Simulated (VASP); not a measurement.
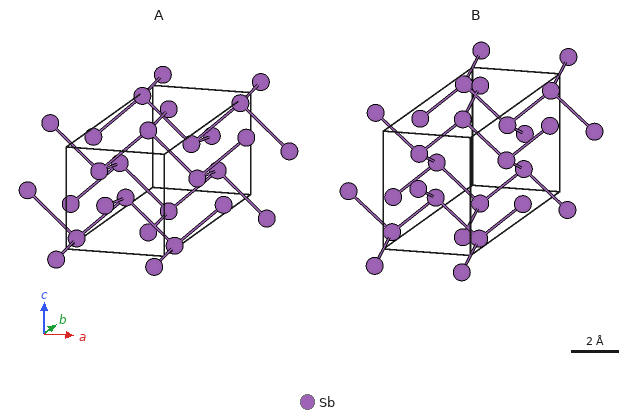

Two geometries of solid Sb (a generated structure, set up in Cmce), drawn at one scale. One is the start of a relaxation, the other its converged end. Style: ball-and-stick. Shown: the conventional cell (2 times the calculation's cell), slightly off an axis. Lengths and directions refer to the drawn axes.

Method: VASP 6.6.1, Kohn-Sham DFT of a periodic cell, PBEsol, VASP PAW PBE potentials, recommended. Settings: plane-wave cutoff 600 eV; k-point mesh 6 × 6 × 4; occupations gaussian; smearing width 0.1 eV; no spin polarisation.

Which one is relaxed?

Answer. Structure A is the relaxed one. The run lets cell and atoms move. The energy falls by 656 meV per atom in 18 geometry steps. The largest force component goes from 3.3 to 0.012 eV/Å. Pressure: 18.42 GPa at the start and 0.03 GPa at the end. The largest moves relative to the cell, 0.36 Å, are those of Sb atoms. The drawn cell changes as follows: a 3.906 → 4.394 Å (+12.5 %), b 12.391 → 11.981 Å (−3.3 %), c 5.169 → 4.474 Å (−13.4 %); the volume changes by −5.9 %. Near-neighbour distances that change, for instance: Sb–Sb 2.559 → 2.939 Å, Sb–Sb 2.601 → 2.861 Å. Bond angles that change, for instance: Sb–Sb–Sb 103.4° → 93.8°, Sb–Sb–Sb 99.5° → 96.8°. The space group stays Cmce (No. 64). It ran on 1 thread of AMD EPYC 9R45 96-Core Processor (Zen 5), on a shared host.
